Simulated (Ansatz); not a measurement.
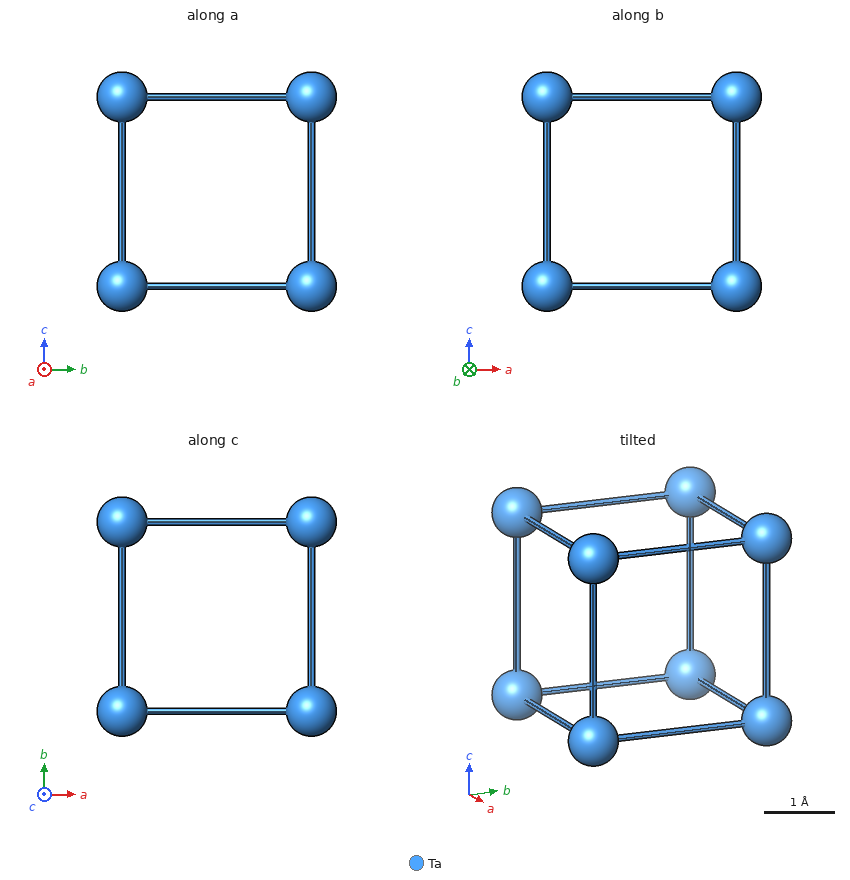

The figure gives a ball-and-stick picture of the atoms, viewed along the a axis, along the b axis, along the c axis and slightly off an axis. One conventional unit cell is framed, with atoms on its boundary repeated.

Lattice parameters: a = 2.7047 Å, b = 2.7047 Å, c = 2.7047 Å, α = 90.000°, β = 90.000°, γ = 90.000°.

> Give the structure in the form of a CIF in P1 with every atom of the cell.

```cif
data_structure
_symmetry_space_group_name_H-M 'P 1'
_symmetry_Int_Tables_number 1
_cell_length_a 2.7047
_cell_length_b 2.7047
_cell_length_c 2.7047
_cell_angle_alpha 90.000
_cell_angle_beta 90.000
_cell_angle_gamma 90.000
_cell_volume 19.79
loop_
_atom_site_label
_atom_site_type_symbol
_atom_site_fract_x
_atom_site_fract_y
_atom_site_fract_z
_atom_site_occupancy
Ta1 Ta 0.0000 0.0000 0.0000 1
```

Provenance: a structure type filled with this element by a generator (whether the element takes this form wasn't checked). The cell was then strained or its atoms displaced on purpose. Ansatz was used for an electronic-structure calculation on it.

At this level of theory the cell isn't at rest (compressed, at 6 GPa), so its distances can differ from those at equilibrium, the more so the softer the solid.
